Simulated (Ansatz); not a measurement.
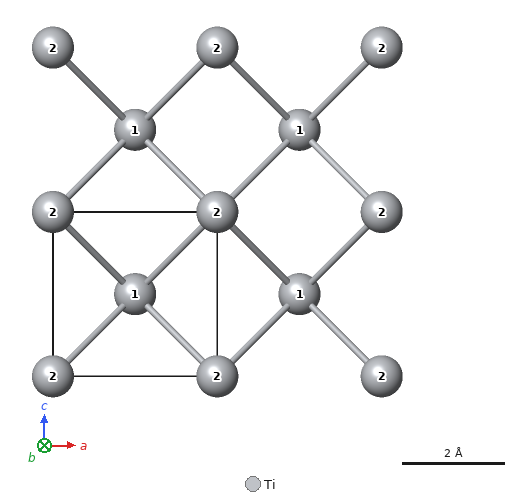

A crystal of Ti (set up in Im-3m), before the relaxation. Style: ball-and-stick. Shown: the cell of the calculation, reduced to other axes, repeated 2 × 1 × 2 with one cell outlined, along the b axis. Lengths and directions refer to the drawn axes.

Level of theory: DFT r2SCAN, scalar-relativistic, plane waves, PAW (Ansatz 0.2.0).

Settings: plane-wave cutoff 500 eV; k-point mesh 10 × 10 × 10; occupations gaussian; smearing width 0.15 eV; no spin polarisation.

```xyz
2
Lattice="0.0000 -3.2518 0.0000 -3.2518 0.0000 0.0000 0.0000 0.0000 -3.2518" Properties=species:S:1:pos:R:3 pbc="T T T"
Ti   -1.6259   -1.6259   -1.6259
Ti    0.0000    0.0000    0.0000
```

Where does the relaxation end?

Answer. The atoms keep their places relative to the cell (all moves are under 0.005 Å). The volume changes by +1.0 %, with a 3.252 → 4.089 Å (+25.7 %), b = c 3.252 → 2.914 Å (−10.4 %). Among the contacts that change: Ti1–Ti1 3.252 → 2.914 Å, Ti1–Ti2 2.816 → 2.904 Å. Within 0.06 Å the space group is Im-3m at the start and Fm-3m at the end; at a tighter tolerance small leftover displacements or strains of the cell lower it.

The end point in the same view:

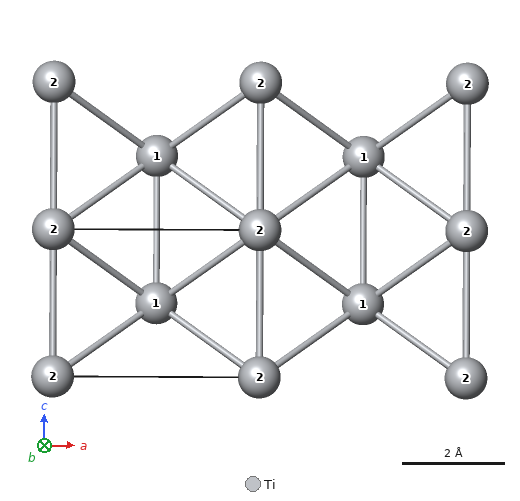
